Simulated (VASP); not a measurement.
**Geometry relaxation, with input and output: HgSe (part 2 of 2)**

Continued. System: HgSe (F-43m, 2 atoms in the cell). Method: Kohn-Sham DFT of a periodic cell, BEEF-vdW, VASP PAW PBE potentials, recommended, no spin polarisation (VASP 6.6.1); cutoff 600 eV, 8×8×8 k-mesh, fermi-dirac of 0.05 eV. The structure derives from an entry of the Crystallography Open Database.

Geometry of the input (Å; fractional positions):
```
0.0000  3.0390  3.0390
3.0390  0.0000  3.0390
3.0390  3.0390  0.0000
Hg 0.0000  0.0000  0.0000
Se 0.7500  0.7500  0.7500
```

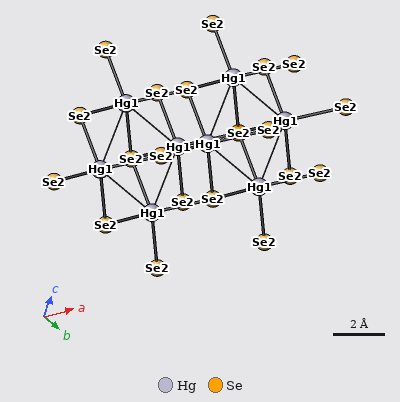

The geometry at step 2 of the log (ball-and-stick view of the cell of the calculation, seen at an oblique angle; neighbours outside the cell are drawn fainter; atoms are numbered from 1 in the order of the input).

Parts of OUTCAR, continued
```
------------------------ aborting loop because EDIFF is reached ----------------------------------------

  FORCE on cell =-STRESS in cart. coord.  units (eV):
  Direction    XX          YY          ZZ          XY          YZ          ZX
  --------------------------------------------------------------------------------------
  -------------------------------------------------------------------------------------
  Total        2.3399035      2.3399035      2.3399035      0.0000000     -0.0000000     -0.0000000
  in kB       66.7861538     66.7861538     66.7861538      0.0000000     -0.0000000     -0.0000000
  external PRESSURE =      66.7861538 kB  Pullay stress =       0.0000000 kB

 VOLUME and BASIS-vectors are now :
 -----------------------------------------------------------------------------
  energy-cutoff  :      600.00
  volume of cell :       56.13
      direct lattice vectors                 reciprocal lattice vectors
     0.000000000  3.039000000  3.039000000    -0.164527805  0.164527805  0.164527805
     3.039000000  0.000000000  3.039000000     0.164527805 -0.164527805  0.164527805
     3.039000000  3.039000000  0.000000000     0.164527805  0.164527805 -0.164527805

 POSITION                                       TOTAL-FORCE (eV/Angst)
 -----------------------------------------------------------------------------------
      0.00000      0.00000      0.00000        -0.000000     -0.000000     -0.000000
      4.55850      4.55850      4.55850         0.000000      0.000000      0.000000
 -----------------------------------------------------------------------------------
    total drift:                               -0.000000     -0.000000     -0.000000

  FREE ENERGIE OF THE ION-ELECTRON SYSTEM (eV)
  ---------------------------------------------------
  free  energy   TOTEN  =         0.5586320332 eV

  energy  without entropy=        0.5592467470  energy(sigma->0) =        0.55893939

Total vdW correction in eV:      2.9975692

--------------------------------------- Ionic step        2  -------------------------------------------

 number of electron      17.9999999 magnetization

------------------------ aborting loop because EDIFF is reached ----------------------------------------

  FORCE on cell =-STRESS in cart. coord.  units (eV):
  Direction    XX          YY          ZZ          XY          YZ          ZX
  --------------------------------------------------------------------------------------
  -------------------------------------------------------------------------------------
  Total       -0.5023695     -0.5023695     -0.5023695     -0.0000000     -0.0000000     -0.0000000
  in kB      -12.1611689    -12.1611689    -12.1611689     -0.0000000     -0.0000000     -0.0000000
  external PRESSURE =     -12.1611689 kB  Pullay stress =       0.0000000 kB

 VOLUME and BASIS-vectors are now :
 -----------------------------------------------------------------------------
  energy-cutoff  :      600.00
  volume of cell :       66.18
      direct lattice vectors                 reciprocal lattice vectors
    -0.000000000  3.210525954  3.210525954    -0.155737722  0.155737722  0.155737722
     3.210525954 -0.000000000  3.210525954     0.155737722 -0.155737722  0.155737722
     3.210525954  3.210525954 -0.000000000     0.155737722  0.155737722 -0.155737722

 POSITION                                       TOTAL-FORCE (eV/Angst)
 -----------------------------------------------------------------------------------
      3.21053      6.42105      3.21053         0.000000      0.000000      0.000000
      4.81579      4.81579      4.81579        -0.000000     -0.000000     -0.000000
 -----------------------------------------------------------------------------------
    total drift:                               -0.000000     -0.000000     -0.000000

  FREE ENERGIE OF THE ION-ELECTRON SYSTEM (eV)
  ---------------------------------------------------
  free  energy   TOTEN  =         0.4273171029 eV

  energy  without entropy=        0.4280655050  energy(sigma->0) =        0.42769130

Total vdW correction in eV:      3.1928211

--------------------------------------- Ionic step        3  -------------------------------------------

 number of electron      17.9999998 magnetization

------------------------ aborting loop because EDIFF is reached ----------------------------------------

  FORCE on cell =-STRESS in cart. coord.  units (eV):
  Direction    XX          YY          ZZ          XY          YZ          ZX
  --------------------------------------------------------------------------------------
  -------------------------------------------------------------------------------------
  Total        0.0146197      0.0146197      0.0146197     -0.0000000     -0.0000000     -0.0000000
  in kB        0.3673043      0.3673043      0.3673043     -0.0000000     -0.0000000     -0.0000000
  external PRESSURE =       0.3673043 kB  Pullay stress =       0.0000000 kB

 VOLUME and BASIS-vectors are now :
 -----------------------------------------------------------------------------
  energy-cutoff  :      600.00
  volume of cell :       63.77
      direct lattice vectors                 reciprocal lattice vectors
    -0.000000000  3.171012991  3.171012991    -0.157678320  0.157678320  0.157678320
     3.171012991 -0.000000000  3.171012991     0.157678320 -0.157678320  0.157678320
     3.171012991  3.171012991 -0.000000000     0.157678320  0.157678320 -0.157678320

 POSITION                                       TOTAL-FORCE (eV/Angst)
 -----------------------------------------------------------------------------------
      0.00000     -0.00000      0.00000        -0.000000     -0.000000     -0.000000
      4.75652      4.75652      4.75652         0.000000      0.000000      0.000000
 -----------------------------------------------------------------------------------
    total drift:                                0.000000      0.000000      0.000000

  FREE ENERGIE OF THE ION-ELECTRON SYSTEM (eV)
  ---------------------------------------------------
  free  energy   TOTEN  =         0.4180616167 eV

  energy  without entropy=        0.4187812508  energy(sigma->0) =        0.41842143

Total vdW correction in eV:      3.1501352

--------------------------------------- Ionic step        4  -------------------------------------------

 number of electron      17.9999998 magnetization

------------------------ aborting loop because EDIFF is reached ----------------------------------------

  FORCE on cell =-STRESS in cart. coord.  units (eV):
  Direction    XX          YY          ZZ          XY          YZ          ZX
  --------------------------------------------------------------------------------------
  -------------------------------------------------------------------------------------
  Total       -0.0191221     -0.0191221     -0.0191221     -0.0000000     -0.0000000      0.0000000
  in kB       -0.4792231     -0.4792231     -0.4792231     -0.0000000     -0.0000000      0.0000000
  external PRESSURE =      -0.4792231 kB  Pullay stress =       0.0000000 kB

 VOLUME and BASIS-vectors are now :
 -----------------------------------------------------------------------------
  energy-cutoff  :      600.00
  volume of cell :       63.93
      direct lattice vectors                 reciprocal lattice vectors
    -0.000000000  3.173653252  3.173653252    -0.157547142  0.157547142  0.157547142
     3.173653252 -0.000000000  3.173653252     0.157547142 -0.157547142  0.157547142
     3.173653252  3.173653252 -0.000000000     0.157547142  0.157547142 -0.157547142

 POSITION                                       TOTAL-FORCE (eV/Angst)
 -----------------------------------------------------------------------------------
      3.17365      6.34731      3.17365        -0.000000      0.000000      0.000000
      4.76048      4.76048      4.76048         0.000000     -0.000000     -0.000000
 -----------------------------------------------------------------------------------
    total drift:                                0.000000      0.000000      0.000000

  FREE ENERGIE OF THE ION-ELECTRON SYSTEM (eV)
  ---------------------------------------------------
  free  energy   TOTEN  =         0.4180696817 eV

  energy  without entropy=        0.4187912818  energy(sigma->0) =        0.41843048

Total vdW correction in eV:      3.1529807

--------------------------------------- Ionic step        5  -------------------------------------------

 number of electron      17.9999998 magnetization

 Free energy of the ion-electron system (eV)
  ---------------------------------------------------
  ext. energy  EPLUGINS =         0.00000000
  ---------------------------------------------------
  free energy    TOTEN  =         0.41805382 eV

  energy without entropy =        0.41877439  energy(sigma->0) =        0.41841411

 E-fermi :   0.4987     XC(G=0):  -8.5400     alpha+bet : -5.8113

 val. band max:        0.4255606427   @ k =   0.0000   0.0000   0.0000
 cond. band min:       0.9906715070   @ k =   0.1250   0.0000   0.0000
 fundamental gap:      0.5651108642
 Fermi energy:         0.4986637537

 k-point     1 :       0.0000    0.0000    0.0000
  band No.  band energies     occupation
      1     -12.1900      2.00000
      2      -6.1611      2.00000
      3      -6.1611      2.00000
      4      -6.1611      2.00000
      5      -5.6542      2.00000
      6      -5.6542      2.00000
      7      -0.5781      2.00000
      8       0.4256      1.62370
      9       0.4256      1.62370
     10       0.4256      1.62370
     11       6.1637      0.00000
     12       6.1637      0.00000
     13       6.1637      0.00000

 k-point     2 :       0.1250    0.0000    0.0000
  band No.  band energies     occupation
      1     -12.1427      2.00000
      2      -6.1392      2.00000
      3      -6.1392      2.00000
      4      -6.1255      2.00000
      5      -5.6554      2.00000
      6      -5.6554      2.00000
      7      -1.3434      2.00000
      8       0.3085      1.95641
      9       0.3085      1.95641
     10       0.9907      0.00011
     11       5.8129      0.00000
     12       6.3403      0.00000
     13       6.3403      0.00000

 k-point     3 :       0.2500    0.0000    0.0000
  band No.  band energies     occupation
      1     -12.0260      2.00000
      2      -6.0908      2.00000
      3      -6.0908      2.00000
      4      -5.9851      2.00000
      5      -5.6514      2.00000
      6      -5.6514      2.00000
      7      -2.5103      2.00000
      8       0.0439      1.99978
      9       0.0439      1.99978
     10       1.4859      0.00000
     11       5.8699      0.00000
     12       6.6608      0.00000
     13       6.6608      0.00000

 k-point     4 :       0.3750    0.0000    0.0000
  band No.  band energies     occupation
      1     -11.9058      2.00000
      2      -6.0513      2.00000
      3      -6.0513      2.00000
      4      -5.6887      2.00000
      5      -5.6344      2.00000
      6      -5.6344      2.00000
      7      -3.5920      2.00000
      8      -0.2021      2.00000
      9      -0.2021      2.00000
     10       1.6017      0.00000
     11       6.6558      0.00000
     12       6.7999      0.00000
     13       6.7999      0.00000

 k-point     5 :       0.5000    0.0000    0.0000
  band No.  band energies     occupation
      1     -11.8550      2.00000
      2      -6.0383      2.00000
      3      -6.0383      2.00000
      4      -5.6227      2.00000
      5      -5.6227      2.00000
      6      -5.4258      2.00000
      7      -4.1484      2.00000
      8      -0.3001      2.00000
      9      -0.3001      2.00000
     10       1.5993      0.00000
     11       6.8073      0.00000
     12       6.8073      0.00000
     13       7.1939      0.00000

 [... the levels of 18 k-points are left out ...]

 k-point    24 :      -0.3750    0.2500    0.1250
  band No.  band energies     occupation
      1     -11.8001      2.00000
      2      -5.9937      2.00000
      3      -5.9610      2.00000
      4      -5.6796      2.00000
      5      -5.6363      2.00000
      6      -5.3563      2.00000
      7      -4.0292      2.00000
      8      -1.4123      2.00000
      9      -0.7089      2.00000
     10       2.9037      0.00000
     11       5.9625      0.00000
     12       6.6810      0.00000
     13       8.0388      0.00000

 [... further k-points ...]

------------------------ aborting loop because EDIFF is reached ----------------------------------------

  FORCE on cell =-STRESS in cart. coord.  units (eV):
  Direction    XX          YY          ZZ          XY          YZ          ZX
  --------------------------------------------------------------------------------------
  -------------------------------------------------------------------------------------
  Total        0.0047459      0.0047459      0.0047459     -0.0000000      0.0000000     -0.0000000
  in kB        0.1190961      0.1190961      0.1190961     -0.0000000      0.0000000     -0.0000000
  external PRESSURE =       0.1190961 kB  Pullay stress =       0.0000000 kB

 VOLUME and BASIS-vectors are now :
 -----------------------------------------------------------------------------
  energy-cutoff  :      600.00
  volume of cell :       63.85
      direct lattice vectors                 reciprocal lattice vectors
    -0.000000000  3.172252339  3.172252339    -0.157616717  0.157616717  0.157616717
     3.172252339 -0.000000000  3.172252339     0.157616717 -0.157616717  0.157616717
     3.172252339  3.172252339 -0.000000000     0.157616717  0.157616717 -0.157616717

 POSITION                                       TOTAL-FORCE (eV/Angst)
 -----------------------------------------------------------------------------------
      0.00000     -0.00000      0.00000         0.000000     -0.000000      0.000000
      4.75838      4.75838      4.75838        -0.000000      0.000000     -0.000000
 -----------------------------------------------------------------------------------
    total drift:                                0.000000      0.000000      0.000000

  FREE ENERGIE OF THE ION-ELECTRON SYSTEM (eV)
  ---------------------------------------------------
  free  energy   TOTEN  =         0.4180538239 eV

  energy  without entropy=        0.4187743881  energy(sigma->0) =        0.41841411

Total vdW correction in eV:      3.1515176

 reached required accuracy - stopping structural energy minimisation
```

CONTCAR
```
HgSe
   1.00000000000000
    -0.0000000000000000    3.1722523391196491    3.1722523391196491
     3.1722523391196491   -0.0000000000000000    3.1722523391196491
     3.1722523391196491    3.1722523391196491   -0.0000000000000000
  Hg              Se
     1     1
Direct
     0.0000000000000000    0.0000000000000000    0.0000000000000000
     0.7500000000000000    0.7500000000000000    0.7500000000000000

  0.00000000E+00  0.00000000E+00  0.00000000E+00
  0.00000000E+00  0.00000000E+00  0.00000000E+00
```

Trajectory as extended XYZ (Å, eV, eV/Å), 5 frames, from step=0 to step=4
```
2
Lattice="0.0000 3.0390 3.0390 3.0390 0.0000 3.0390 3.0390 3.0390 0.0000" Properties=species:S:1:pos:R:3:forces:R:3 step=0 energy=0.55863
Hg    0.0000    0.0000    0.0000    0.0000   0.0000   0.0000
Se    4.5585    4.5585    4.5585    0.0000   0.0000   0.0000
2
Lattice="-0.0000 3.2105 3.2105 3.2105 -0.0000 3.2105 3.2105 3.2105 -0.0000" Properties=species:S:1:pos:R:3:forces:R:3 step=1 energy=0.42732
Hg    3.2105    6.4211    3.2105    0.0000   0.0000   0.0000
Se    4.8158    4.8158    4.8158    0.0000   0.0000   0.0000
2
Lattice="-0.0000 3.1710 3.1710 3.1710 -0.0000 3.1710 3.1710 3.1710 -0.0000" Properties=species:S:1:pos:R:3:forces:R:3 step=2 energy=0.41806
Hg    0.0000    0.0000    0.0000    0.0000   0.0000   0.0000
Se    4.7565    4.7565    4.7565    0.0000   0.0000   0.0000
2
Lattice="-0.0000 3.1737 3.1737 3.1737 -0.0000 3.1737 3.1737 3.1737 -0.0000" Properties=species:S:1:pos:R:3:forces:R:3 step=3 energy=0.41807
Hg    3.1737    6.3473    3.1737    0.0000   0.0000   0.0000
Se    4.7605    4.7605    4.7605    0.0000   0.0000   0.0000
2
Lattice="-0.0000 3.1723 3.1723 3.1723 -0.0000 3.1723 3.1723 3.1723 -0.0000" Properties=species:S:1:pos:R:3:forces:R:3 step=4 energy=0.41805
Hg    0.0000    0.0000    0.0000    0.0000   0.0000   0.0000
Se    4.7584    4.7584    4.7584    0.0000   0.0000   0.0000
```

Results in brief

```json
{"quantity": "outcome", "value": "converged"}
{"quantity": "space group (tolerance 0.01 Å)", "value": "F-43m (216)"}
{"quantity": "electrons treated", "value": "18"}
{"quantity": "free energy", "value": "0.4181 eV"}
{"quantity": "Fermi energy", "value": "0.499 eV"}
{"quantity": "gap on the k-point mesh", "value": "none (metallic)"}
{"quantity": "pressure", "value": "0.01 GPa"}
{"quantity": "final volume", "value": "63.85 Å³"}
{"quantity": "largest force (length of the vector) at the end", "value": "under 0.001 eV/Å"}
{"quantity": "final cell", "value": "a = 4.486 Å, b = 4.486 Å, c = 4.486 Å, α = 60.00°, β = 60.00°, γ = 60.00°"}
{"quantity": "hardware", "value": "1 thread of Intel Xeon @ 2.50GHz (Skylake/Cascade Lake), 128 GiB of memory available, shared host"}
{"quantity": "wall time", "value": "6.4 min"}
{"quantity": "peak memory", "value": "0.47 GiB"}
```

Spin–orbit coupling is left out, which matters for Hg. The volume changed by more than 5 % on the plane waves of the start, so the result carries a basis error; a second relaxation from the end is advised.
